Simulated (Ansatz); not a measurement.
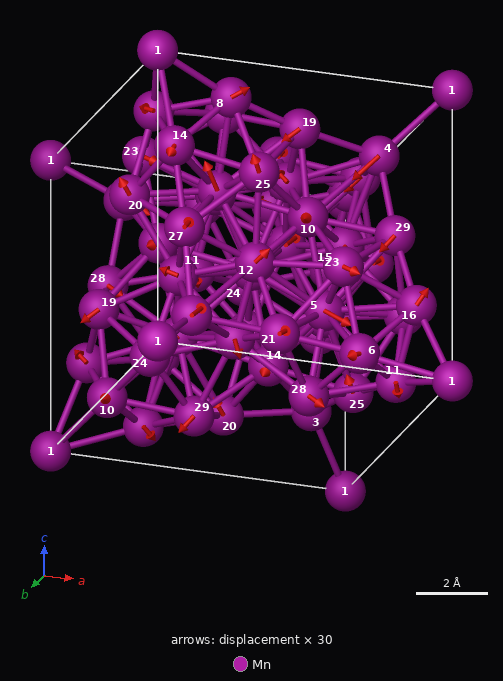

A relaxation of solid Mn (built on the alpha type) (coarse preliminary run). The starting structure is drawn; red arrows show the displacements (the part carried along by the change of the cell is left out), magnified 30 times.

Style: ball-and-stick. Shown: the conventional cell (2 times the calculation's cell), from a free direction. Lengths and directions refer to the drawn axes.

Method: DFT PBE, scalar-relativistic, plane waves, PAW in Ansatz 0.2.0.

The input:
```yaml
crystal:
  lattice:
    - [-4.4555, 4.4555, 4.4555]
    - [4.4555, -4.4555, 4.4555]
    - [4.4555, 4.4555, -4.4555]
  atoms:
    - { symbol: Mn, position: [0.0, 0.0, 0.0], spin: 3.5 }
    - { symbol: Mn, position: [0.36426, 0.36426, 0.36426], spin: 3.5 }
    - { symbol: Mn, position: [0.0, 0.0, 0.63574], spin: 3.5 }
    - { symbol: Mn, position: [0.0, 0.63574, 0.0], spin: 3.5 }
    - { symbol: Mn, position: [0.63574, 0.0, 0.0], spin: 3.5 }
    - { symbol: Mn, position: [0.17916, 0.80764, 0.80764], spin: 3.5 }
    - { symbol: Mn, position: [0.0, 0.37152, 0.19236], spin: 3.5 }
    - { symbol: Mn, position: [0.0, 0.19236, 0.37152], spin: 3.5 }
    - { symbol: Mn, position: [0.82084, 0.62848, 0.62848], spin: 3.5 }
    - { symbol: Mn, position: [0.80764, 0.17916, 0.80764], spin: 3.5 }
    - { symbol: Mn, position: [0.37152, 0.0, 0.19236], spin: 3.5 }
    - { symbol: Mn, position: [0.62848, 0.82084, 0.62848], spin: 3.5 }
    - { symbol: Mn, position: [0.19236, 0.0, 0.37152], spin: 3.5 }
    - { symbol: Mn, position: [0.80764, 0.80764, 0.17916], spin: 3.5 }
    - { symbol: Mn, position: [0.62848, 0.62848, 0.82084], spin: 3.5 }
    - { symbol: Mn, position: [0.37152, 0.19236, 0.0], spin: 3.5 }
    - { symbol: Mn, position: [0.19236, 0.37152, 0.0], spin: 3.5 }
    - { symbol: Mn, position: [0.71412, 0.32249, 0.32249], spin: 3.5 }
    - { symbol: Mn, position: [0.0, 0.39163, 0.67751], spin: 3.5 }
    - { symbol: Mn, position: [0.0, 0.67751, 0.39163], spin: 3.5 }
    - { symbol: Mn, position: [0.28588, 0.60837, 0.60837], spin: 3.5 }
    - { symbol: Mn, position: [0.32249, 0.71412, 0.32249], spin: 3.5 }
    - { symbol: Mn, position: [0.39163, 0.0, 0.67751], spin: 3.5 }
    - { symbol: Mn, position: [0.60837, 0.28588, 0.60837], spin: 3.5 }
    - { symbol: Mn, position: [0.67751, 0.0, 0.39163], spin: 3.5 }
    - { symbol: Mn, position: [0.32249, 0.32249, 0.71412], spin: 3.5 }
    - { symbol: Mn, position: [0.60837, 0.60837, 0.28588], spin: 3.5 }
    - { symbol: Mn, position: [0.39163, 0.67751, 0.0], spin: 3.5 }
    - { symbol: Mn, position: [0.67751, 0.39163, 0.0], spin: 3.5 }
basis:
  ecutwfc: 420
  ecutrho_ratio: 4
kpoints:
  mp_grid: { grid: [4, 4, 4] }
hamiltonian:
  xc: pbe
scf:
  occupations: { method: gaussian, width: 0.05 }
output:
  forces: true
  stress: true
  eigenvalues: true
  populations: true
magnetization:
  spin_polarized: true
relax:
  f_tol: 0.03
  max_steps: 60
  cell: { stress_tol: 0.3 }
```

Question: Describe the change and its energy.

Answer: The largest moves relative to the cell, 0.035 Å, are those of Mn2, Mn3, Mn4 and Mn5. Mn4 goes along [−1 1 −1]. The drawn cell changes as follows: a = b = c 8.911 → 8.639 Å (−3.1 %); the volume changes by −8.9 %. Near-neighbour distances that change, for instance: Mn2–Mn18 2.931 → 2.811 Å, Mn2–Mn12 2.895 → 2.787 Å, Mn10–Mn12 2.258 → 2.163 Å, Mn10–Mn24 2.349 → 2.257 Å. The space group stays I-43m (No. 217). The energy falls by 58.8 meV per atom in 4 accepted moves (5 points after the start). Largest force component: 0.37 eV/Å at the start, 0.025 eV/Å at the end. Pressure: −13.47 GPa at the start and −0.02 GPa at the end. At 1 point the geometry stayed and the basis and grid were re-selected for the new cell (energy shift of 0.4 meV per atom at most each time). The program noted that the starting moments weren't kept.
